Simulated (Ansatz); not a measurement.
**Si: a changed input and its effect**

System: Si (P6₃/mmc, 2 atoms in the cell).
Method of the first run: DFT, PBEsol, PAW with Ansatz's default frozen-core files, scalar-relativistic; relaxation of cell and atoms, no spin polarisation (Ansatz 0.2.0).

The structure derives from an entry of the Crystallography Open Database. Text and figures count atoms from 1; the logs count them from 0 in places.

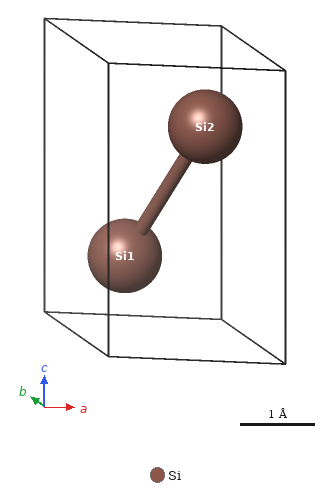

Fig. 1: The input geometry (ball-and-stick view of the cell of the calculation, seen slightly off an axis; atoms are numbered from 1 in the order of the input).

The input, the first run:
```yaml
crystal:
  lattice:
    - [2.44399999998, 0.0, 0.0]
    - [-1.22199999999, 2.11656608683, 0.0]
    - [0.0, 0.0, 4.152]
  atoms:
    - { symbol: Si, position: [0.333333333333, 0.666666666667, 0.25] }
    - { symbol: Si, position: [0.666666666667, 0.333333333333, 0.75] }
kpoints:
  mp_grid: { grid: [16, 16, 8] }
scf:
  occupations: { method: fermi_dirac, width: 0.1 }
hamiltonian:
  xc: pbesol
  pseudopotentials: { kind: paw }
relax:
  f_tol: 0.002
  max_steps: 80
  cell: {}
output:
  forces: true
  stress: true
```

Launched with:
```bash
ansatz run input.yaml --threads 1 --pin off --max-ram 3072MiB --backend cpu --events-out ev --progress --plain --runs-dir out
```

Hardware: 1 thread of Intel Xeon (Sapphire Rapids), 32 GiB of memory available, shared host.

Output, shortened to warnings, some set-up lines, iterations and results (the first run):
```
Basis set: ecut = 420 eV, 403 PW (Γ), exchange–correlation on 36×36×60 points (8 copies of the dense FFT grid, shifted against one another)
Symmetry: 24 space group operations
k-points: 150 of 2048
Initial density: superposition of atomic densities (neutral atoms: chi_scale 0, normalization atom), corrected by the library's trained network
[...]
SCF iter   1: F=—  HF=-1241.543021 eV  |F-HF|=—  |Δ(HF+E_count)|=         —  Δρ=6.14e-3  dr2=4.86e-3  ethr=1.77e-3  ⟨swp⟩=5.2  Hψ=9573  notcnv=0
SCF iter   2: F=—  HF=-1241.542277 eV  |F-HF|=—  |Δ(HF+E_count)|=   7.44e-4  Δρ=3.69e-3  dr2=1.79e-3  ethr=6.07e-5  ⟨swp⟩=1.0  Hψ=2403  notcnv=0  defer=1
SCF iter   3: F=—  HF=-1241.541837 eV  |F-HF|=—  |Δ(HF+E_count)|=   4.40e-4  Δρ=8.25e-5  dr2=8.05e-7  ethr=2.24e-5  ⟨swp⟩=2.0  Hψ=1760  notcnv=0  defer=1
SCF iter   4: F=—  HF=-1241.541848 eV  |F-HF|=—  |Δ(HF+E_count)|=   1.10e-5  Δρ=1.33e-5  dr2=2.88e-8  ethr=1.01e-8  ⟨swp⟩=2.0  Hψ=1782  notcnv=0  defer=1
SCF iter   5: F=-1241.541848 eV  HF=-1241.541848 eV  |F-HF|=2.52e-10  |Δ(HF+E_count)|=   4.55e-8  Δρ=2.19e-6  dr2=7.66e-10  ethr=3.60e-10  ⟨swp⟩=2.0  Hψ=1782  notcnv=0  …
[... 66 lines ...]
SCF iter   5: F=-1242.255906 eV  HF=-1242.255906 eV  |F-HF|=1.14e-12  |Δ(HF+E_count)|=  2.27e-13  Δρ=1.07e-9  dr2=8.81e-17  ethr=1.00e-12  ⟨swp⟩=1.0  Hψ=1200  notcnv=0
SCF iter   6: F=-1242.255906 eV  HF=-1242.255906 eV  |F-HF|=4.55e-13  |Δ(HF+E_count)|=    0.00e0  Δρ=3.92e-10  dr2=8.68e-18  ethr=1.00e-12  ⟨swp⟩=1.0  Hψ=1200  notcnv=0
SCF iter   7: F=-1242.255906 eV  HF=-1242.255906 eV  |F-HF|=2.27e-13  |Δ(HF+E_count)|=  6.82e-13  Δρ=1.73e-10  dr2=1.73e-18  ethr=1.00e-12  ⟨swp⟩=1.0  Hψ=3000  notcnv=0
SCF 9 converged in 7 iterations: F = -1242.255906 eV  dr2 = 1.73e-18
relax step   9: F+E_penalty+E_count = -1242.25590626 eV  Δ(F+E_penalty+E_count) = -1.783e-5 eV  max|allowed force component| = 1.388e-16 eV/Å  Δτ_max = 0.0000 Å  P = +0.005 …
basis re-selected at this cell: Δ(F+E_penalty+E_count) = -1.783e-5 eV, ΔP = +0.000 GPa vs the last step (what re-selecting the basis moved, of the pressure what is left beyond the Pulay correction that the steps carried, after the strain that the cell walked since its last selection, with what the …
SCF converged after 7 iterations
Free energy (F): -1242.255906 eV
Harris-Foulkes:  -1242.255906 eV  (|F-HF|=2.27e-13)
Internal energy: -1242.230374 eV  (E = F + TS)
E sigma→0 (E₀):  -1242.243140 eV
Entropy (-TS):   -0.025532 eV (-12.766 meV/atom)
Fermi energy:    11.160663 eV
--- Per-component energies (eV) ---
  E_band       = 42.516629
  E_kinetic    = 83.556762
  E_local      = 7.417031  (includes V_loc(G=0)·N_el)
  E_nonlocal   = 50.754071
  E_hartree    = 0.774647
  E_xc         = -111.944983
  E_vxc        = -96.939544  (∫ρ·V_xc dr)
  E_paw        = -996.671220  (= ΣΔE_a)
  E_vpaw       = -3.820997  (= ΣTr[D̂ρ^β])
  E_aug_tail   = 0.000013  (compensation charges beyond the density's cutoff)
  E_ewald      = -276.179815
  E_core_change = 0.063121  (= ΣΔE_core)
  E_smearing   = -0.025532  (= −TS)
  E_closure    = 0.000000  (closes the sum)
  Σ components = -1242.255906   (vs F -1242.255906, Δ=0.00e0)
--- Forces (eV/Å), atoms counted from 1 ---
  atom   1  Si    -0.00000000    -0.00000000     0.00000000
  atom   2  Si    -0.00000000     0.00000000     0.00000000
  max |Σ_I F_I| component: 7.40e-17 eV/Å
--- Stress (GPa, compression-positive) ---
        0.006355      -0.000000       0.000000
        0.000000       0.006355       0.000000
        0.000000       0.000000       0.003138
  P = ⅓ Tr σ = 0.0053 GPa (0.053 kbar)
--- Relaxed structure (7 steps of the walk, 7 accepted, 2 SCFs on fresh bases) ---
  F+E_penalty+E_count = -1242.25590626 eV   max|allowed force component| = 1.388e-16 eV/Å   (the final SCF, on the basis selected at the relaxed cell)
  cell:  # Å, volume = 27.9461 Å³
    - [2.660711491613639, 3.8805773257237267e-35, 0.0]
    - [-1.3303557458068196, 2.3042437438785974, 0.0]
    - [0.0, 0.0, 4.558216334353457]
  atoms:
    - { symbol: Si, position: [0.33333333333333337, 0.6666666666666667, 0.25] }
    - { symbol: Si, position: [0.6666666666666667, 0.33333333333333337, 0.75] }
```

The input of the second run differs as follows (lines with − go, lines with + come):
```diff
-  mp_grid: { grid: [16, 16, 8] }
+  mp_grid: { grid: [5, 5, 3] }
+  convergence: { dr2_threshold: 1.0e-11 }
+  write_density: true
+  write_potential: true
+  elf: true
+  volumetric_format: npy
```

Predict how the results change.

The free energy of the second run is 79.1 meV per atom higher, which comes mainly from the change of mesh; a solver setting shouldn't move a converged energy. The volume per atom goes from 13.97 to 13.94 Å³. The SCF takes 73 iterations over all geometry steps against 58. The irreducible k-points go from 150 to 10. On the same kind of shared host the second run took about 0.21 times as long.

Output, shortened to warnings, some set-up lines, iterations and results (the second run):
```
Basis set: ecut = 420 eV, 403 PW (Γ), exchange–correlation on 36×36×60 points (8 copies of the dense FFT grid, shifted against one another)
Symmetry: 24 space group operations
k-points: 10 of 75
Initial density: superposition of atomic densities (neutral atoms: chi_scale 0, normalization atom), corrected by the library's trained network
[...]
SCF iter   1: F=—  HF=-1241.333880 eV  |F-HF|=—  |Δ(HF+E_count)|=         —  Δρ=7.53e-3  dr2=8.08e-3  ethr=1.77e-3  ⟨swp⟩=5.2  Hψ=637  notcnv=0
SCF iter   2: F=—  HF=-1241.331841 eV  |F-HF|=—  |Δ(HF+E_count)|=   2.04e-3  Δρ=3.41e-3  dr2=1.57e-3  ethr=1.01e-4  ⟨swp⟩=1.2  Hψ=163  notcnv=0
SCF iter   3: F=—  HF=-1241.331414 eV  |F-HF|=—  |Δ(HF+E_count)|=   4.27e-4  Δρ=1.71e-4  dr2=2.48e-6  ethr=1.96e-5  ⟨swp⟩=2.0  Hψ=115  notcnv=0
SCF iter   4: F=—  HF=-1241.331433 eV  |F-HF|=—  |Δ(HF+E_count)|=   1.96e-5  Δρ=9.08e-6  dr2=1.19e-8  ethr=3.10e-8  ⟨swp⟩=1.0  Hψ=76  notcnv=0
SCF iter   5: F=—  HF=-1241.331430 eV  |F-HF|=—  |Δ(HF+E_count)|=   3.01e-6  Δρ=1.20e-6  dr2=1.16e-10  ethr=1.49e-10  ⟨swp⟩=2.5  Hψ=115  notcnv=0
[... 85 lines ...]
SCF iter   5: F=-1242.097740 eV  HF=-1242.097740 eV  |F-HF|=2.27e-13  |Δ(HF+E_count)|=  4.55e-13  Δρ=1.51e-8  dr2=2.32e-14  ethr=1.00e-12  ⟨swp⟩=1.0  Hψ=80  notcnv=0
SCF iter   6: F=-1242.097740 eV  HF=-1242.097740 eV  |F-HF|=2.27e-13  |Δ(HF+E_count)|=  4.55e-13  Δρ=3.79e-9  dr2=1.52e-15  ethr=1.00e-12  ⟨swp⟩=1.0  Hψ=80  notcnv=0
SCF iter   7: F=-1242.097740 eV  HF=-1242.097740 eV  |F-HF|=6.82e-13  |Δ(HF+E_count)|=  4.55e-13  Δρ=2.06e-9  dr2=4.39e-16  ethr=1.00e-12  ⟨swp⟩=1.2  Hψ=202  notcnv=0
SCF 11 converged in 7 iterations: F = -1242.097740 eV  dr2 = 4.39e-16
relax step  11: F+E_penalty+E_count = -1242.09774027 eV  Δ(F+E_penalty+E_count) = -2.947e-5 eV  max|allowed force component| = 1.480e-16 eV/Å  Δτ_max = 0.0000 Å  P = +0.018 …
basis re-selected at this cell: Δ(F+E_penalty+E_count) = -2.947e-5 eV, ΔP = +0.002 GPa vs the last step (what re-selecting the basis moved, of the pressure what is left beyond the Pulay correction that the steps carried, after the strain that the cell walked since its last selection, with what the …
SCF converged after 7 iterations
Free energy (F): -1242.097740 eV
Harris-Foulkes:  -1242.097740 eV  (|F-HF|=6.82e-13)
Internal energy: -1242.063305 eV  (E = F + TS)
E sigma→0 (E₀):  -1242.080523 eV
Entropy (-TS):   -0.034435 eV (-17.217 meV/atom)
Fermi energy:    11.098954 eV
--- Per-component energies (eV) ---
  E_band       = 42.858285
  E_kinetic    = 83.783508
  E_local      = 7.757727  (includes V_loc(G=0)·N_el)
  E_nonlocal   = 50.617731
  E_hartree    = 0.739044
  E_xc         = -111.915623
  E_vxc        = -96.916131  (∫ρ·V_xc dr)
  E_paw        = -996.710546  (= ΣΔE_a)
  E_vpaw       = -3.862652  (= ΣTr[D̂ρ^β])
  E_aug_tail   = 0.000014  (compensation charges beyond the density's cutoff)
  E_ewald      = -276.398282
  E_core_change = 0.063121  (= ΣΔE_core)
  E_smearing   = -0.034435  (= −TS)
  E_closure    = -0.000000  (closes the sum)
  Σ components = -1242.097740   (vs F -1242.097740, Δ=0.00e0)
--- Forces (eV/Å), atoms counted from 1 ---
  atom   1  Si     0.00000000    -0.00000000     0.00000000
  atom   2  Si     0.00000000     0.00000000     0.00000000
  max |Σ_I F_I| component: 3.70e-17 eV/Å
--- Stress (GPa, compression-positive) ---
        0.026999      -0.000000       0.000000
        0.000000       0.026999       0.000000
        0.000000       0.000000       0.001403
  P = ⅓ Tr σ = 0.0185 GPa (0.185 kbar)
--- Relaxed structure (9 steps of the walk, 9 accepted, 2 SCFs on fresh bases) ---
  F+E_penalty+E_count = -1242.09774027 eV   max|allowed force component| = 1.480e-16 eV/Å   (the final SCF, on the basis selected at the relaxed cell)
  cell:  # Å, volume = 27.8787 Å³
    - [2.7454034040855926, 1.0989089426935825e-33, 0.0]
    - [-1.3727017020427963, 2.377589091574398, 0.0]
    - [0.0, 0.0, 4.270998603979164]
  atoms:
    - { symbol: Si, position: [0.3333333333333333, 0.6666666666666666, 0.25] }
    - { symbol: Si, position: [0.6666666666666666, 0.3333333333333333, 0.7500000000000001] }
```

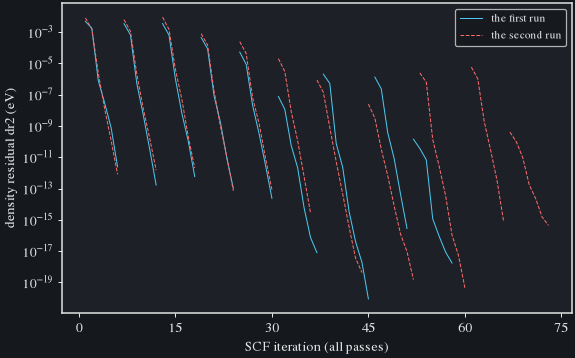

Fig. 2: Convergence of the two runs: density residual dr2 against the SCF iteration. A break in a curve parts two SCF passes. The first run takes 58 iterations in all, and the second run takes 73.

The two runs side by side:

| quantity | the first run | the second run |
| --- | --- | --- |
| outcome | converged | converged |
| free energy per atom (eV) | −621.1280 | −621.0489 |
| energy per atom, smearing taken to zero (eV) | −621.1216 | −621.0403 |
| pressure (GPa) | 0.01 | 0.02 |
| volume per atom (Å³) | 13.97 | 13.94 |
| largest force (eV/Å) | 0.000 | 0.000 |
| SCF iterations | 58 | 73 |
| irreducible k-points | 150 | 10 |
| wall time (shared host) | 9.5 s | 2 s |

For the second run: These settings are looser than, or depart from, a standard set-up, so the numbers are not reference values for this system.
